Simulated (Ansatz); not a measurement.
# Pd(111) with 4 layers of random Pd-Os, 2x2: scattering by chemical disorder, part 2 of 2

Wanted: resistance against the alloy's length, first Pd(111) with 4 layers of random Pd-Os, 2x2.

Ansatz 0.2.0; Ansatz plane-wave DFT, PBE, PAW files; ballistic transport by layer matching (Landauer), zero bias; PAW set soft_1.

So far. Step 2 (With 4 alloy layers): Over the solved energies the transmission per spin lies between 2.11 and 2.69, out of 5.24 channels of the lead on average (up to 6.09).

### 3. With 8 alloy layers

System of this step: Pd(111) with 8 layers of random Pd-Os, 2x2. The cell holds 56 atoms: 52 Pd and 4 Os. Cell: a = 5.501 Å, b = 5.501 Å, c = 31.481 Å, α = 87.5°, β = 92.5°, γ = 120.0°. It derives from Pd. Regions: lead, 24 atoms (24 Pd); scattering region, 32 atoms (28 Pd and 4 Os). The structure is stacked along c, and the current runs across the ab planes.

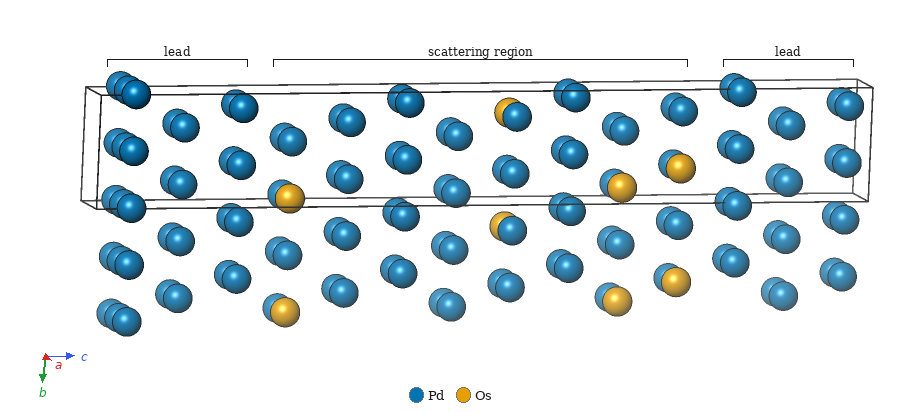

The cell of this step (palladium blue, osmium orange). 1×2×1 cells are drawn. Some periodic images of atoms are drawn too.

Contents of input.yaml:

```yaml
crystal:
  lattice:
    - [5.5010079149, 0.0, 0.0]
    - [-2.7505039575, 4.7640126007, 0.0]
    - [-1.3752519787, 0.7940021001, 31.4408790793]
  atoms:
    - { symbol: Pd, position: [0.005952381, 0.994047619, 0.0357142857] }
    - { symbol: Pd, position: [0.005952381, 0.494047619, 0.0357142857] }
    - { symbol: Pd, position: [0.505952381, 0.994047619, 0.0357142857] }
    - { symbol: Pd, position: [0.505952381, 0.494047619, 0.0357142857] }
    - { symbol: Pd, position: [0.1845238095, 0.3154761905, 0.1071428571] }
    - { symbol: Pd, position: [0.1845238095, 0.8154761905, 0.1071428571] }
    - { symbol: Pd, position: [0.6845238095, 0.3154761905, 0.1071428571] }
    - { symbol: Pd, position: [0.6845238095, 0.8154761905, 0.1071428571] }
    - { symbol: Pd, position: [0.3630952381, 0.1369047619, 0.1785714286] }
    - { symbol: Pd, position: [0.3630952381, 0.6369047619, 0.1785714286] }
    - { symbol: Pd, position: [0.8630952381, 0.1369047619, 0.1785714286] }
    - { symbol: Pd, position: [0.8630952381, 0.6369047619, 0.1785714286] }
    - { symbol: Pd, position: [0.0416666667, 0.9583333333, 0.25] }
    - { symbol: Pd, position: [0.0416666667, 0.4583333333, 0.25] }
    - { symbol: Os, position: [0.5416666667, 0.9583333333, 0.25] }
    - { symbol: Pd, position: [0.5416666667, 0.4583333333, 0.25] }
    - { symbol: Pd, position: [0.2202380952, 0.2797619048, 0.3214285714] }
    - { symbol: Pd, position: [0.2202380952, 0.7797619048, 0.3214285714] }
    - { symbol: Pd, position: [0.7202380952, 0.2797619048, 0.3214285714] }
    - { symbol: Pd, position: [0.7202380952, 0.7797619048, 0.3214285714] }
    - { symbol: Pd, position: [0.3988095238, 0.1011904762, 0.3928571429] }
    - { symbol: Pd, position: [0.3988095238, 0.6011904762, 0.3928571429] }
    - { symbol: Pd, position: [0.8988095238, 0.1011904762, 0.3928571429] }
    - { symbol: Pd, position: [0.8988095238, 0.6011904762, 0.3928571429] }
    - { symbol: Pd, position: [0.0773809524, 0.9226190476, 0.4642857143] }
    - { symbol: Pd, position: [0.0773809524, 0.4226190476, 0.4642857143] }
    - { symbol: Pd, position: [0.5773809524, 0.9226190476, 0.4642857143] }
    - { symbol: Pd, position: [0.5773809524, 0.4226190476, 0.4642857143] }
    - { symbol: Os, position: [0.255952381, 0.244047619, 0.5357142857] }
    - { symbol: Pd, position: [0.255952381, 0.744047619, 0.5357142857] }
    - { symbol: Pd, position: [0.755952381, 0.244047619, 0.5357142857] }
    - { symbol: Pd, position: [0.755952381, 0.744047619, 0.5357142857] }
    - { symbol: Pd, position: [0.4345238095, 0.0654761905, 0.6071428571] }
    - { symbol: Pd, position: [0.4345238095, 0.5654761905, 0.6071428571] }
    - { symbol: Pd, position: [0.9345238095, 0.0654761905, 0.6071428571] }
    - { symbol: Pd, position: [0.9345238095, 0.5654761905, 0.6071428571] }
    - { symbol: Pd, position: [0.1130952381, 0.8869047619, 0.6785714286] }
    - { symbol: Pd, position: [0.1130952381, 0.3869047619, 0.6785714286] }
    - { symbol: Os, position: [0.6130952381, 0.8869047619, 0.6785714286] }
    - { symbol: Pd, position: [0.6130952381, 0.3869047619, 0.6785714286] }
    - { symbol: Pd, position: [0.2916666667, 0.2083333333, 0.75] }
    - { symbol: Pd, position: [0.2916666667, 0.7083333333, 0.75] }
    - { symbol: Pd, position: [0.7916666667, 0.2083333333, 0.75] }
    - { symbol: Os, position: [0.7916666667, 0.7083333333, 0.75] }
    - { symbol: Pd, position: [0.4702380952, 0.0297619048, 0.8214285714] }
    - { symbol: Pd, position: [0.4702380952, 0.5297619048, 0.8214285714] }
    - { symbol: Pd, position: [0.9702380952, 0.0297619048, 0.8214285714] }
    - { symbol: Pd, position: [0.9702380952, 0.5297619048, 0.8214285714] }
    - { symbol: Pd, position: [0.1488095238, 0.8511904762, 0.8928571429] }
    - { symbol: Pd, position: [0.1488095238, 0.3511904762, 0.8928571429] }
    - { symbol: Pd, position: [0.6488095238, 0.8511904762, 0.8928571429] }
    - { symbol: Pd, position: [0.6488095238, 0.3511904762, 0.8928571429] }
    - { symbol: Pd, position: [0.3273809524, 0.1726190476, 0.9642857143] }
    - { symbol: Pd, position: [0.3273809524, 0.6726190476, 0.9642857143] }
    - { symbol: Pd, position: [0.8273809524, 0.1726190476, 0.9642857143] }
    - { symbol: Pd, position: [0.8273809524, 0.6726190476, 0.9642857143] }
kpoints:
  mp_grid: { grid: [5, 5, 1] }
hamiltonian:
  xc: pbe
  pseudopotentials: { kind: paw, azcp: { folder: soft_1 } }
scf:
  occupations: { method: fermi_dirac, width: 0.1 }
output:
  transmission:
    leads: [[0, 4]]
    kmesh: [10, 10]
    e_range: [-0.05, 0.05]
    de: 0.05
  write_potential: true
  write_density: true
  volumetric_format: npy
```

Command:

```console
> ansatz run input.yaml --threads 4 --pin off --max-ram 15360MiB --backend cpu --events-out ev --progress --plain --runs-dir out
```

Numbers of over 12 decimals in the logs are rounded to 6 here.

Output:

```text
[...]
Crystal: 56 atoms, lattice volume = 823.967 Å³
Basis set: ecut = 420 eV, 16079 PW (Γ)
Bands: 600, of which v1, the nominal top of the filled ones, is band 500 counted from 1 (499 counted from 0)
Symmetry: 2 space group operations
[...]
k-points: 9 of 25 (time reversal used)
[...]
SCF iter   1: F=—  HF=-408210.813059 eV  |F-HF|=—  |Δ(HF+E_count)|=         —  Δρ=1.95e-1  dr2=1.09e3  ethr=3.10e-3  ⟨swp⟩=5.0  Hψ=15841  notcnv=0  defer=82
[...]
SCF iter  12: F=-408132.435256 eV  HF=-408132.435256 eV  |F-HF|=7.72e-8  |Δ(HF+E_count)|=   1.92e-8  Δρ=9.16e-7  dr2=7.89e-8  ethr=1.00e-11  ⟨swp⟩=8.4  Hψ=16540  notcnv=0
SCF 1 converged in 12 iterations: F = -408132.435256 eV  dr2 = 7.89e-8
[...]
transmission: 160 of 1581 steps passed
transmission: 320 of 1581 steps passed
[...]
transmission: 1581 of 1581 steps passed
SCF converged after 12 iterations
Free energy (F): -408132.435256 eV
[...]
Internal energy: -408129.608374 eV  (E = F + TS)
E sigma→0 (E₀):  -408131.021815 eV
Entropy (-TS):   -2.826881 eV (-50.480 meV/atom)
Fermi energy:    20.145385 eV
[...]
--- Band table (eV; the first three rows and the last of 9) ---
  k-point 0: bands = [... 496 lower, 20.2697, 20.2730, 20.3029, 20.3138, 20.3372, 20.3460, 20.4043, 20.4151, ... 96 higher]
  k-point 1: bands = [... 496 lower, 20.1558, 20.1888, 20.2145, 20.2344, 20.2777, 20.2962, 20.3225, 20.3710, ... 96 higher]
  k-point 2: bands = [... 496 lower, 20.0130, 20.0431, 20.0586, 20.0667, 20.0776, 20.0870, 20.0960, 20.1192, ... 96 higher]
  k-point 8: bands = [... 496 lower, 20.0311, 20.0400, 20.0500, 20.0594, 20.0798, 20.0839, 20.1205, 20.1396, ... 96 higher]
--- Transmission ---
  basis      : 235 plane waves across, 51 finite elements along
  points     : 31, standing for a mesh of 10 x 10
[...]
channels       : 5.350000e0 a spin
[...]
junction   : crystal 0 to crystal 0, 0.70 to 29.89 Å
    transmission   : 1.663340e0 a spin
[...]
```

Run time: 17 min. Hardware: 4 threads of Arm Neoverse N1, shared host; peak memory 8.4 GiB; 66 min of CPU time.

This step gave:

```yaml
free_energy: -408132.4353 eV
energy_at_zero_smearing: -408131.0218 eV
fermi_energy: 20.15 eV
transmission_per_spin_nearest_the_fermi_level: 1.663
open_channels_per_spin_nearest_the_fermi_level: 5.35
step_of_the_lead_s_potential: 21.1 meV
```

Per spin. Transmission, zone mean against energy, zero at the Fermi level:

| energy (eV) | transmission, zone mean |
| --- | --- |
| -0.0500 | 1.68 |
| 0.0000 | 1.66 |
| 0.0500 | 1.44 |

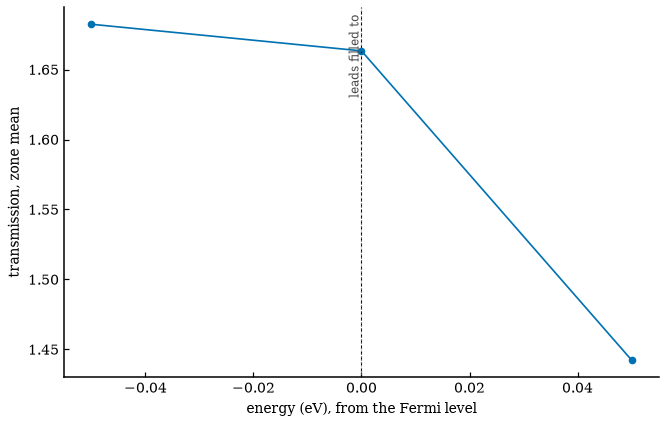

Transmission, zone mean, plotted against energy.

Over the solved energies the transmission per spin lies between 1.44 and 1.68, out of 5.55 channels of the lead on average (up to 6.48).

### 4. With 12 alloy layers

System of this step: Pd(111) with 12 layers of random Pd-Os, 2x2. The cell holds 72 atoms: 66 Pd and 6 Os. Its edges and angles: a = 5.501 Å, b = 5.501 Å, c = 40.424 Å, α = 90.0°, β = 90.0°, γ = 120.0°. It derives from Pd. Regions: lead, 24 atoms (24 Pd); scattering region, 48 atoms (42 Pd and 6 Os). The structure is stacked along c, and the current runs across the ab planes.

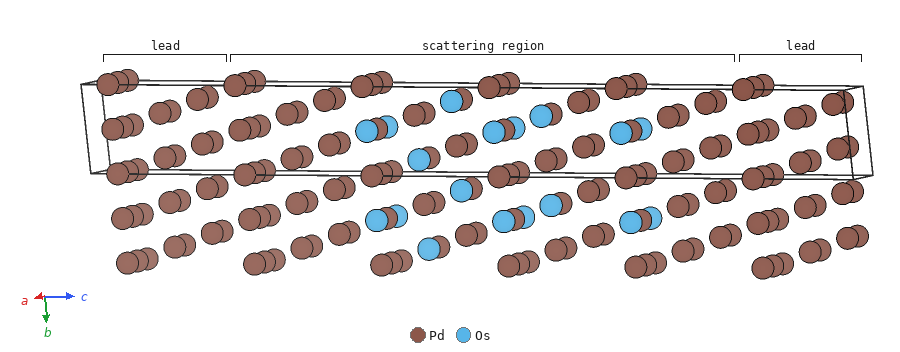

The cell of this step (palladium brown, osmium blue). 1×2×1 cells are drawn. Some periodic images of atoms are drawn too.

Contents of input.yaml:

```yaml
crystal:
  lattice:
    - [5.5010079149, 0.0, 0.0]
    - [-2.7505039575, 4.7640126007, 0.0]
    - [0.0, 0.0, 40.4239873877]
  atoms:
    - { symbol: Pd, position: [0.0, 0.0, 0.0277777778] }
    - { symbol: Pd, position: [0.0, 0.5, 0.0277777778] }
    - { symbol: Pd, position: [0.5, 0.0, 0.0277777778] }
    - { symbol: Pd, position: [0.5, 0.5, 0.0277777778] }
    - { symbol: Pd, position: [0.1666666667, 0.3333333333, 0.0833333333] }
    - { symbol: Pd, position: [0.1666666667, 0.8333333333, 0.0833333333] }
    - { symbol: Pd, position: [0.6666666667, 0.3333333333, 0.0833333333] }
    - { symbol: Pd, position: [0.6666666667, 0.8333333333, 0.0833333333] }
    - { symbol: Pd, position: [0.3333333333, 0.1666666667, 0.1388888889] }
    - { symbol: Pd, position: [0.3333333333, 0.6666666667, 0.1388888889] }
    - { symbol: Pd, position: [0.8333333333, 0.1666666667, 0.1388888889] }
    - { symbol: Pd, position: [0.8333333333, 0.6666666667, 0.1388888889] }
    - { symbol: Pd, position: [0.0, 0.0, 0.1944444444] }
    - { symbol: Pd, position: [0.0, 0.5, 0.1944444444] }
    - { symbol: Pd, position: [0.5, 0.0, 0.1944444444] }
    - { symbol: Pd, position: [0.5, 0.5, 0.1944444444] }
    - { symbol: Pd, position: [0.1666666667, 0.3333333333, 0.25] }
    - { symbol: Pd, position: [0.1666666667, 0.8333333333, 0.25] }
    - { symbol: Pd, position: [0.6666666667, 0.3333333333, 0.25] }
    - { symbol: Pd, position: [0.6666666667, 0.8333333333, 0.25] }
    - { symbol: Pd, position: [0.3333333333, 0.1666666667, 0.3055555556] }
    - { symbol: Pd, position: [0.3333333333, 0.6666666667, 0.3055555556] }
    - { symbol: Pd, position: [0.8333333333, 0.1666666667, 0.3055555556] }
    - { symbol: Pd, position: [0.8333333333, 0.6666666667, 0.3055555556] }
    - { symbol: Pd, position: [0.0, 0.0, 0.3611111111] }
    - { symbol: Os, position: [0.0, 0.5, 0.3611111111] }
    - { symbol: Pd, position: [0.5, 0.0, 0.3611111111] }
    - { symbol: Pd, position: [0.5, 0.5, 0.3611111111] }
    - { symbol: Pd, position: [0.1666666667, 0.3333333333, 0.4166666667] }
    - { symbol: Pd, position: [0.1666666667, 0.8333333333, 0.4166666667] }
    - { symbol: Pd, position: [0.6666666667, 0.3333333333, 0.4166666667] }
    - { symbol: Os, position: [0.6666666667, 0.8333333333, 0.4166666667] }
    - { symbol: Pd, position: [0.3333333333, 0.1666666667, 0.4722222222] }
    - { symbol: Pd, position: [0.3333333333, 0.6666666667, 0.4722222222] }
    - { symbol: Os, position: [0.8333333333, 0.1666666667, 0.4722222222] }
    - { symbol: Pd, position: [0.8333333333, 0.6666666667, 0.4722222222] }
    - { symbol: Pd, position: [0.0, 0.0, 0.5277777778] }
    - { symbol: Os, position: [0.0, 0.5, 0.5277777778] }
    - { symbol: Pd, position: [0.5, 0.0, 0.5277777778] }
    - { symbol: Pd, position: [0.5, 0.5, 0.5277777778] }
    - { symbol: Pd, position: [0.1666666667, 0.3333333333, 0.5833333333] }
    - { symbol: Pd, position: [0.1666666667, 0.8333333333, 0.5833333333] }
    - { symbol: Os, position: [0.6666666667, 0.3333333333, 0.5833333333] }
    - { symbol: Pd, position: [0.6666666667, 0.8333333333, 0.5833333333] }
    - { symbol: Pd, position: [0.3333333333, 0.1666666667, 0.6388888889] }
    - { symbol: Pd, position: [0.3333333333, 0.6666666667, 0.6388888889] }
    - { symbol: Pd, position: [0.8333333333, 0.1666666667, 0.6388888889] }
    - { symbol: Pd, position: [0.8333333333, 0.6666666667, 0.6388888889] }
    - { symbol: Pd, position: [0.0, 0.0, 0.6944444444] }
    - { symbol: Os, position: [0.0, 0.5, 0.6944444444] }
    - { symbol: Pd, position: [0.5, 0.0, 0.6944444444] }
    - { symbol: Pd, position: [0.5, 0.5, 0.6944444444] }
    - { symbol: Pd, position: [0.1666666667, 0.3333333333, 0.75] }
    - { symbol: Pd, position: [0.1666666667, 0.8333333333, 0.75] }
    - { symbol: Pd, position: [0.6666666667, 0.3333333333, 0.75] }
    - { symbol: Pd, position: [0.6666666667, 0.8333333333, 0.75] }
    - { symbol: Pd, position: [0.3333333333, 0.1666666667, 0.8055555556] }
    - { symbol: Pd, position: [0.3333333333, 0.6666666667, 0.8055555556] }
    - { symbol: Pd, position: [0.8333333333, 0.1666666667, 0.8055555556] }
    - { symbol: Pd, position: [0.8333333333, 0.6666666667, 0.8055555556] }
    - { symbol: Pd, position: [0.0, 0.0, 0.8611111111] }
    - { symbol: Pd, position: [0.0, 0.5, 0.8611111111] }
    - { symbol: Pd, position: [0.5, 0.0, 0.8611111111] }
    - { symbol: Pd, position: [0.5, 0.5, 0.8611111111] }
    - { symbol: Pd, position: [0.1666666667, 0.3333333333, 0.9166666667] }
    - { symbol: Pd, position: [0.1666666667, 0.8333333333, 0.9166666667] }
    - { symbol: Pd, position: [0.6666666667, 0.3333333333, 0.9166666667] }
    - { symbol: Pd, position: [0.6666666667, 0.8333333333, 0.9166666667] }
    - { symbol: Pd, position: [0.3333333333, 0.1666666667, 0.9722222222] }
    - { symbol: Pd, position: [0.3333333333, 0.6666666667, 0.9722222222] }
    - { symbol: Pd, position: [0.8333333333, 0.1666666667, 0.9722222222] }
    - { symbol: Pd, position: [0.8333333333, 0.6666666667, 0.9722222222] }
kpoints:
  mp_grid: { grid: [5, 5, 1] }
hamiltonian:
  xc: pbe
  pseudopotentials: { kind: paw, azcp: { folder: soft_1 } }
scf:
  occupations: { method: fermi_dirac, width: 0.1 }
output:
  transmission:
    leads: [[0, 4]]
    kmesh: [10, 10]
    e_range: [-0.05, 0.05]
    de: 0.05
  write_potential: true
  write_density: true
  volumetric_format: npy
```

Output:

```text
[...]
Crystal: 72 atoms, lattice volume = 1059.386 Å³
Basis set: ecut = 420 eV, 20709 PW (Γ)
Bands: 771, of which v1, the nominal top of the filled ones, is band 642 counted from 1 (641 counted from 0)
Symmetry: 1 space group operations
[...]
k-points: 13 of 25 (time reversal used)
[...]
SCF iter   1: F=—  HF=-528630.505511 eV  |F-HF|=—  |Δ(HF+E_count)|=         —  Δρ=2.03e-1  dr2=5.08e3  ethr=3.10e-3  ⟨swp⟩=4.8  Hψ=29653  notcnv=0  defer=182
[...]
SCF iter  13: F=-528523.608518 eV  HF=-528523.608518 eV  |F-HF|=2.48e-8  |Δ(HF+E_count)|=  1.16e-10  Δρ=2.74e-7  dr2=2.49e-8  ethr=7.79e-12  ⟨swp⟩=8.6  Hψ=29524  notcnv=0
SCF 1 converged in 13 iterations: F = -528523.608518 eV  dr2 = 2.49e-8
[...]
transmission: 350 of 3484 steps passed
transmission: 700 of 3484 steps passed
[...]
transmission: 3484 of 3484 steps passed
SCF converged after 13 iterations
Free energy (F): -528523.608518 eV
[...]
Internal energy: -528519.976884 eV  (E = F + TS)
E sigma→0 (E₀):  -528521.792701 eV
Entropy (-TS):   -3.631634 eV (-50.439 meV/atom)
Fermi energy:    20.213795 eV
[...]
--- Band table (eV; the first three rows and the last of 13) ---
  k-point 0: bands = [... 638 lower, 20.3972, 20.4132, 20.4264, 20.4298, 20.4310, 20.4503, 20.4666, 20.4975, ... 125 higher]
  k-point 1: bands = [... 638 lower, 20.2817, 20.2975, 20.3094, 20.3310, 20.3437, 20.3720, 20.3993, 20.4264, ... 125 higher]
  k-point 2: bands = [... 638 lower, 20.1030, 20.1119, 20.1317, 20.1616, 20.1704, 20.1788, 20.1874, 20.2034, ... 125 higher]
  k-point 12: bands = [... 638 lower, 20.1117, 20.1275, 20.1717, 20.1979, 20.2127, 20.2226, 20.2418, 20.2533, ... 125 higher]
--- Transmission ---
  basis      : 235 plane waves across, 67 finite elements along
  points     : 52, standing for a mesh of 10 x 10
[...]
channels       : 5.230000e0 a spin
[...]
junction   : crystal 0 to crystal 0, 1.55 to 39.73 Å
    transmission   : 1.464413e0 a spin
[...]
```

It took 47 min on 4 threads; peak memory 8.3 GiB; 3 h of CPU time.

Numbers from this step:

* free energy: -528523.6085 eV
* energy at zero smearing: -528521.7927 eV
* Fermi energy: 20.21 eV
* transmission per spin nearest the Fermi level: 1.464
* open channels per spin nearest the Fermi level: 5.23
* step of the lead's potential: 2.5 meV

Per spin. Table of transmission, zone mean by energy, zero at the Fermi level:

```
energy (eV)  transmission, zone mean
    -0.0500                     1.60
     0.0000                     1.46
     0.0500                     1.29
```

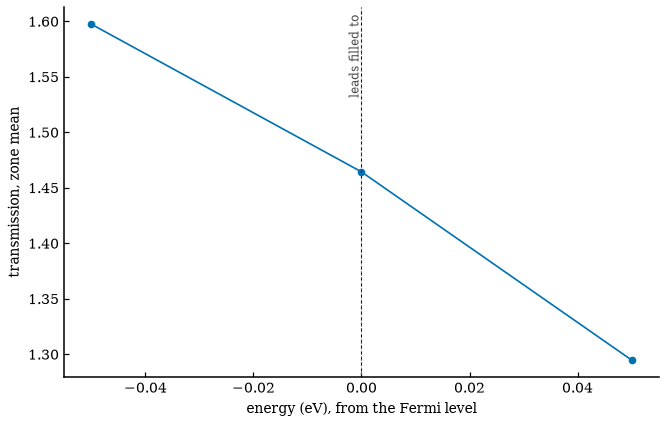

Transmission, zone mean against energy.

Over the solved energies the transmission per spin lies between 1.29 and 1.60, out of 5.27 channels of the lead on average (up to 6.13).

### 5. The fit

This step: Ansatz plane-wave DFT, PBE, PAW files; ballistic transport by layer matching (Landauer), zero bias; residual resistivity from the slope of the area resistance, atoms on the host's lattice; PAW set soft_1 (Ansatz 0.2.0).

This step gave:

| Quantity | Value |
| --- | --- |
| resistivity | 52.15 µΩ cm |
| intercept | 0.3787 fΩ m² |
| scatter about the fit | 0.1370 fΩ m² |

Resistance, by row:

| run | length (Å) | T | channels N | RA (fΩ m²) |
| --- | --- | --- | --- | --- |
| n4 | 8.983 | 2.423 | 5.237 | 0.7503 |
| n8 | 17.97 | 1.596 | 5.547 | 1.509 |
| n12 | 26.95 | 1.452 | 5.27 | 1.687 |

Area resistance against length of the alloy:

| length of the alloy (Å) | area resistance (fΩ m²) |
| --- | --- |
| 8.98 | 0.750 |
| 17.97 | 1.51 |
| 26.95 | 1.69 |

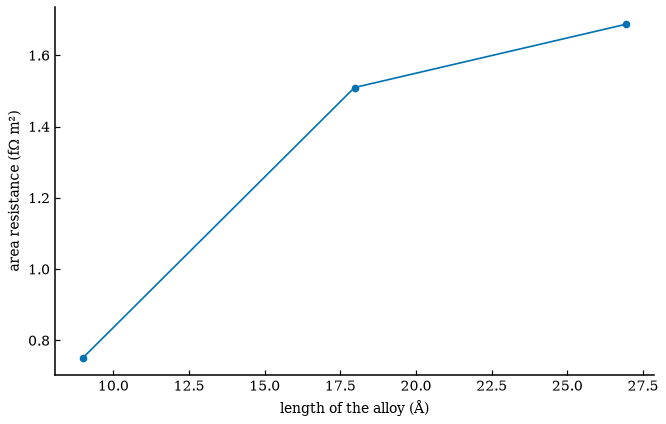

Area resistance against length of the alloy.

The area resistance goes from 0.75 to 1.7 fΩ m² between 9.0 and 26.9 Å, a slope of 52 µΩ cm.

By hand from the end points: (1.687 − 0.7503) fΩ m² / (26.95 − 8.98) Å = 52 µΩ cm, since 1 fΩ m² per Å is 1000 µΩ cm.

### 6. Results

```yaml
resistivity_from_the_slope: 52.1 µΩ cm
area_resistance_over_8p98_a: 0.750 fΩ m²
area_resistance_over_18p0_a: 1.51 fΩ m²
area_resistance_over_26p9_a: 1.69 fΩ m²
```

In words: The slope gives 52 µΩ cm. The points scatter by 0.14 fΩ m² about the line, with one random draw a length in a 2x2 cell, so the slope is a rough value. The lead's own channel count moves between the runs (5.24, 5.55 and 5.27), which shifts RA and the slope too. Read with a model of isotropic scattering on a spherical Fermi surface and the lead's 1.5×10¹⁵ S/m², this slope means a mean free path near 9.3 Å; over these lengths the model's slope is within 3 % of its bulk resistivity. The draw over the shortest length came out nearly ordered, with 8 symmetry operations, so that point is a poor sample of a random alloy. The atoms sit on the host's lattice, so scattering by size misfit is left out. Spin-orbit coupling is left out, which matters for Os.

[Logs are printed without paths, hosts, clocks, repeated set-up lines and the standing remarks that a program may print on its own settings, such as how far it seeks lower states.]

[Hosts, paths, dates, database ids (printed as entryN), source tags and the programs' standing remarks are cut or masked in the printed files.]
